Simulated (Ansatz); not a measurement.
Geometry relaxation of Zr3S2 (part 1 of 2)

System: Zr3S2 (R32, 5 atoms in the cell).
Method: DFT PBE, scalar-relativistic, plane waves, PAW, no spin polarisation (Ansatz 0.2.0).

The structure derives from a Materials Project entry.

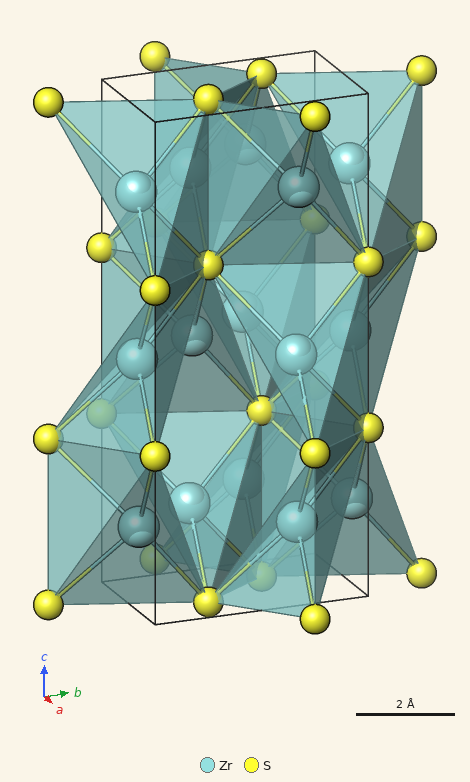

Fig. 1: The input geometry (polyhedral view of the cell 3 times as large as that of the calculation, set on its symmetry axes, seen slightly off an axis; polyhedra are completed across the faces of the cell). An atom can appear more than once, as a periodic image.

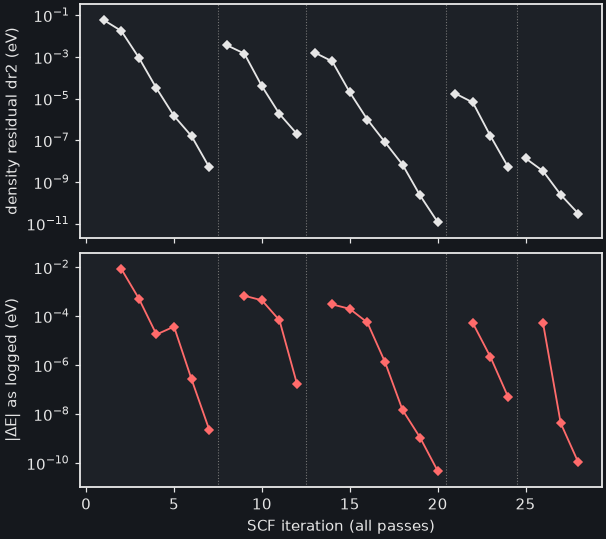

Fig. 2: Convergence of the self-consistent field: density residual dr2 and size of the energy change against the SCF iteration. The dotted lines part the SCF passes of the relaxation: geometry steps, rejected trials and re-solves on a re-selected basis. The 5 passes take 4 to 8 iterations each, 28 in all.

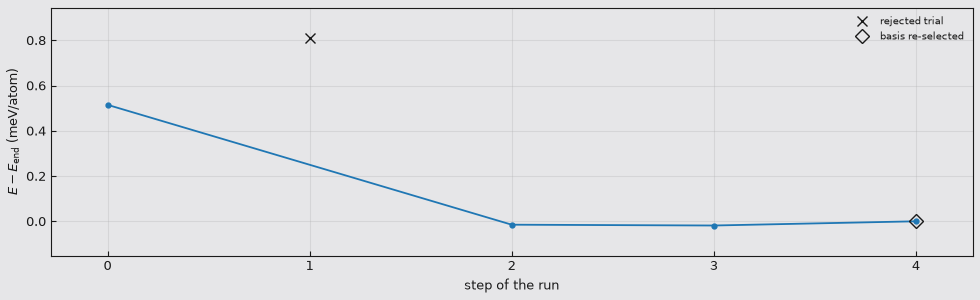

Fig. 3: Progress of the relaxation, step by step (the first geometry is step 0 here and step 1 in the log). The largest moves relative to the cell, 0.005 Å, are those of Zr1, Zr2 and Zr3. By element the largest moves are Zr 0.005 Å, S 0.002 Å. The volume changes by −0.7 %, with a = b 5.805 → 5.790 Å (−0.3 %), c 10.463 → 10.441 Å (−0.2 %). Among the contacts that change: Zr1–S4 2.617 → 2.608 Å. The space group stays R32 (No. 155). After 3 geometry steps the energy has fallen by 0.5 meV per atom. The largest force component goes from 0.068 to 0.0022 eV/Å. Pressure: −0.92 GPa at the start and −0.01 GPa at the end. The line search rejected the trial step at point 1 (counted from 0) and went back. A last SCF at the same geometry on a re-selected plane-wave basis shifts the energy by +0.0 meV per atom. (Atoms are counted from 1 in the order of the input.)

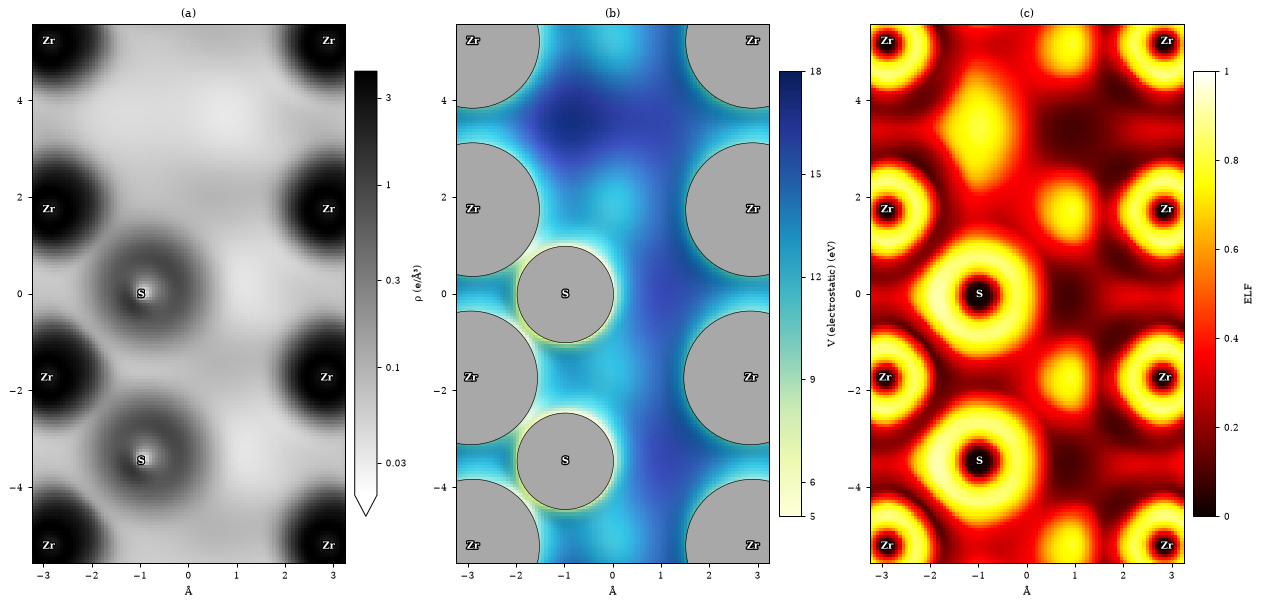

Fig. 4: (a) valence charge density (pseudo); (b) electrostatic potential (local pseudopotential plus Hartree) felt by an electron; (c) ELF on the (100) plane of the conventional cell. Grey discs, where drawn, cover atomic cores. Zr–S (2.60 Å): ρ at the midpoint is about 0.36 e/Å³; the ELF is about 0.25 at the midpoint; no shared pair; the contact is polar. Away from the nuclei the density in this plane falls to 0.05 e/Å³ at its lowest.  The strong features right at Zr lie inside the PAW spheres (semicore, d or f shells) and say nothing about bonding. Outside the cores the potential energy rises away from the atoms and is highest about 2.6 Å from the nearest atoms; outside the discs it spans about 12 eV, and its zero is arbitrary. In a PAW calculation such maps are meaningful between the atoms, not at the nuclei.

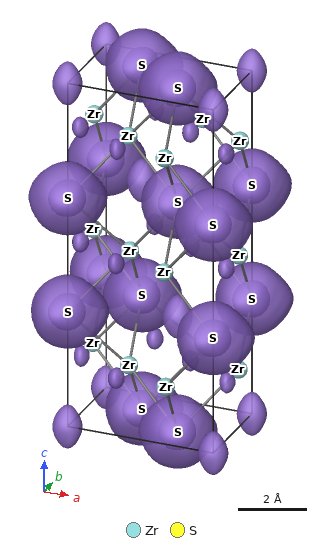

Fig. 5: Isosurface of the electron localisation function at 0.7 (purple), seen slightly off an axis. Only the valence region is drawn (cores and ρ < 0.01 e/Å³ removed). Sticks mark near contacts. The outline is the cell set on symmetry axes. Values along the shortest contacts: Zr–S (2.60 Å): the ELF is about 0.25 at the midpoint; a polar contact without a shared pair, in a metal.

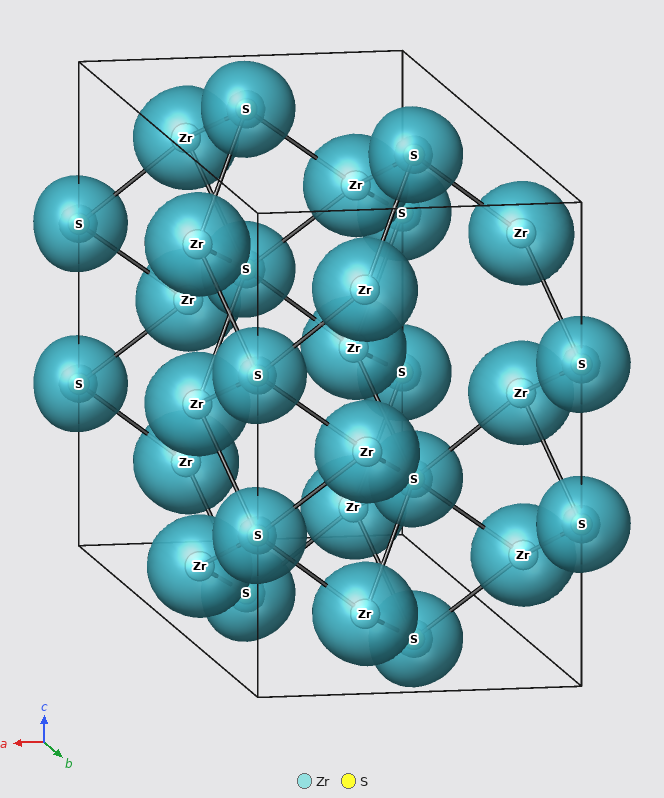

Fig. 6: Isosurface of the valence electron density at 0.8 e/Å³ (cyan), seen at an oblique angle. Sticks mark near contacts. The outline is the cell set on symmetry axes. At this value the density breaks into separate islands; it holds about 55 % of the electrons treated as valence (semicore included). It is pinched off along the Zr–S (2.60 Å) contacts. On the grid the lowest density along these lines, outside the cores, is 0.35 e/Å³ (Zr–S, 2.60 Å).

These pictures come from the run below.

### Input
```yaml
crystal:
  lattice:
    - [2.9025379727, 1.6757810799, 3.4877732718]
    - [-2.9025379727, 1.6757810799, 3.4877732718]
    - [0.0, -3.3515621597, 3.4877732718]
  atoms:
    - { symbol: Zr, position: [0.161273, 0.838727, 0.5] }
    - { symbol: Zr, position: [0.5, 0.161273, 0.838727] }
    - { symbol: Zr, position: [0.838727, 0.5, 0.161273] }
    - { symbol: S, position: [0.334977, 0.334977, 0.334977] }
    - { symbol: S, position: [0.665023, 0.665023, 0.665023] }
basis:
  ecutwfc: 420
kpoints:
  mp_grid: { grid: [12, 12, 12] }
hamiltonian:
  xc: pbe
scf:
  occupations: { method: gaussian, width: 0.1 }
output:
  forces: true
  stress: true
  eigenvalues: true
  write_density: true
  write_potential: true
  elf: true
  volumetric_format: npy
relax:
  adjacent_minimum: "off"
  f_tol: 0.005
  max_steps: 80
  cell: { stress_tol: 0.05 }
```

Command:
```bash
ansatz run input.yaml --threads 2 --pin off --max-ram 5120MiB --backend cpu --events-out ev --progress --plain --runs-dir out
```

### Output
```
Engine: ansatz 0.2.0, aarch64-unknown-linux-gnu
Pseudopotentials: kind: paw
Pseudopotential: Zr, paw, valence charge 12, recommended cutoff 420 eV (normal), Zr.paw.azcp
Pseudopotential: S, paw, valence charge 6, recommended cutoff 420 eV (normal), S.paw.azcp
Functional definition: PBE
  parameter kappa = 0.804
  parameter beta = 0.06672455060314922
  exchange = pbe_x(kappa = kappa, mu = beta*pi^2/3)
  correlation = pbe_c(beta = beta)
Crystal: 5 atoms, lattice volume = 101.788 Å³
Basis set: ecut = 420 eV, 1949 PW (Γ), exchange–correlation on 72×72×72 points (8 copies of the dense FFT grid, shifted against one another)
Bands: 29, of which v1, the nominal top of the filled ones, is band 24 counted from 1 (23 counted from 0)
Symmetry: 6 space group operations
Space group: R32 (ITA 155), of the structure as read, at distance tolerance 4.7e-5 Å
k-points: 189 of 1728 (time reversal used)
Non-local potential: Zr, projectors of the file, l = 0: 3, l = 1: 2, l = 2: 2, l = 3: 2
Non-local potential: S, projectors of the file, l = 0: 2, l = 1: 2, l = 2: 2
PAW form: soft (Blöchl's): semilocal exchange-correlation on the pseudo side does not see the compensation charge
PAW one-centre angular grid: Zr, 590 points (default); XC on 64 Gauss nodes
PAW one-centre angular grid: S, 110 points (default); XC on 64 Gauss nodes
Initial density: superposition of atomic densities (neutral atoms: chi_scale 0, normalization atom), corrected by the library's trained network
Initial wavefunctions: pseudopotential atomic-orbital guess
Functional: x = pbe(κ = 0.804, μ = 0.2195149727645171), c = pbe(β = 0.06672455060314922)
SCF iter   1: F=—  HF=-14361.105719 eV  |F-HF|=—  |Δ(HF+E_count)|=         —  Δρ=6.70e-3  dr2=5.89e-2  ethr=1.77e-3  ⟨swp⟩=4.7  Hψ=22518  notcnv=0
preconditioner: auto → Kerker (q_TF=auto, 2.407 Å⁻¹)  [metal: Δε(μ)=0.002 eV  Ē_g=6.616 eV  σ=0.100 eV  W_gap=0.01  n_scr=20 (ndim 8)  ℏωp=18.0 eV  f_vac=0.000  D(μ)=2.30/eV (n_scr^D=14)]
SCF iter   2: F=—  HF=-14361.097200 eV  |F-HF|=—  |Δ(HF+E_count)|=   8.52e-3  Δρ=3.76e-3  dr2=1.77e-2  ethr=1.23e-4  ⟨swp⟩=1.0  Hψ=7013  notcnv=0
SCF iter   3: F=—  HF=-14361.096680 eV  |F-HF|=—  |Δ(HF+E_count)|=   5.20e-4  Δρ=7.87e-4  dr2=9.21e-4  ethr=3.68e-5  ⟨swp⟩=2.0  Hψ=7355  notcnv=0
SCF iter   4: F=—  HF=-14361.096698 eV  |F-HF|=—  |Δ(HF+E_count)|=   1.78e-5  Δρ=1.65e-4  dr2=3.16e-5  ethr=1.92e-6  ⟨swp⟩=2.0  Hψ=7268  notcnv=0
SCF iter   5: F=—  HF=-14361.096661 eV  |F-HF|=—  |Δ(HF+E_count)|=   3.72e-5  Δρ=3.35e-5  dr2=1.48e-6  ethr=6.58e-8  ⟨swp⟩=2.0  Hψ=7473  notcnv=0
SCF iter   6: F=—  HF=-14361.096661 eV  |F-HF|=—  |Δ(HF+E_count)|=   2.59e-7  Δρ=9.67e-6  dr2=1.58e-7  ethr=3.09e-9  ⟨swp⟩=2.2  Hψ=9681  notcnv=0
SCF iter   7: F=-14361.096661 eV  HF=-14361.096661 eV  |F-HF|=3.51e-10  |Δ(HF+E_count)|=   2.32e-9  Δρ=2.07e-6  dr2=5.18e-9  ethr=2.08e-10  ⟨swp⟩=9.4  Hψ=34366  notcnv=0
SCF 1 converged in 7 iterations: F = -14361.096661 eV  dr2 = 5.18e-9
  greatest PAW one-centre occupation: 0.996 electrons in one spin orbital (limit 2), on the Zr atom at site 2 (counted from 0), in its partial waves of l = 0
relax step   1: F+E_penalty+E_count = -14361.09666093 eV  Δ(F+E_penalty+E_count) = +0.000e0 eV  max|allowed force component| = 6.759e-2 eV/Å  Δτ_max = 0.0000 Å  P = -0.916 GPa  Ω = 101.788 Å³  (7 SCF iters, dr2 threshold 1.00e-7 eV, accepted)
Crystal: 5 atoms, lattice volume = 100.292 Å³
Basis set: ecut = 420 eV, 1937 PW (Γ), exchange–correlation on 72×72×72 points (8 copies of the dense FFT grid, shifted against one another)
Initial density: handed on by an earlier stage of this run
Initial wavefunctions: those handed on with the density
iter 1 solved again at ethr=7.47e-6 eV; its pass at ethr=3.10e-3 eV (dr2=3.59e-3 eV) is discarded
SCF iter   1: F=—  HF=-14361.096367 eV  |F-HF|=—  |Δ(HF+E_count)|=         —  Δρ=1.35e-3  dr2=3.67e-3  ethr=7.47e-6  ⟨swp⟩=1.0  Hψ=29893  notcnv=0
preconditioner: auto → Kerker (q_TF=auto, 2.413 Å⁻¹)  [metal: Δε(μ)=0.001 eV  Ē_g=6.597 eV  σ=0.100 eV  W_gap=0.00  n_scr=20 (ndim 8)  ℏωp=18.2 eV  f_vac=0.000  D(μ)=2.32/eV (n_scr^D=14)]
SCF iter   2: F=—  HF=-14361.095687 eV  |F-HF|=—  |Δ(HF+E_count)|=   6.80e-4  Δρ=7.98e-4  dr2=1.45e-3  ethr=7.47e-6  ⟨swp⟩=1.0  Hψ=5481  notcnv=0
SCF iter   3: F=—  HF=-14361.095243 eV  |F-HF|=—  |Δ(HF+E_count)|=   4.44e-4  Δρ=1.48e-4  dr2=3.97e-5  ethr=3.03e-6  ⟨swp⟩=2.0  Hψ=7543  notcnv=0
SCF iter   4: F=—  HF=-14361.095176 eV  |F-HF|=—  |Δ(HF+E_count)|=   6.75e-5  Δρ=3.24e-5  dr2=1.83e-6  ethr=8.27e-8  ⟨swp⟩=2.8  Hψ=7838  notcnv=0
SCF iter   5: F=-14361.095175 eV  HF=-14361.095176 eV  |F-HF|=6.19e-8  |Δ(HF+E_count)|=   1.65e-7  Δρ=1.11e-5  dr2=2.01e-7  ethr=1.04e-9  ⟨swp⟩=10.5  Hψ=39467  notcnv=0
SCF 2 converged in 5 iterations: F = -14361.095175 eV  dr2 = 2.01e-7
  greatest PAW one-centre occupation: 0.996 electrons in one spin orbital (limit 2), on the Zr atom at site 1 (counted from 0), in its partial waves of l = 0
relax step   2: F+E_penalty+E_count = -14361.09517549 eV  Δ(F+E_penalty+E_count) = +1.485e-3 eV  max|allowed force component| = 9.772e-2 eV/Å  Δτ_max = 0.0115 Å  P = +0.973 GPa  Ω = 100.292 Å³  energy of the carried Pulay correction = +1.965e-4 eV  (5 SCF iters, dr2 threshold 5.00e-7 eV, rejected (line search))
Crystal: 5 atoms, lattice volume = 101.072 Å³
iter 1 solved again at ethr=3.57e-6 eV; its pass at ethr=3.10e-3 eV (dr2=1.71e-3 eV) is discarded
```
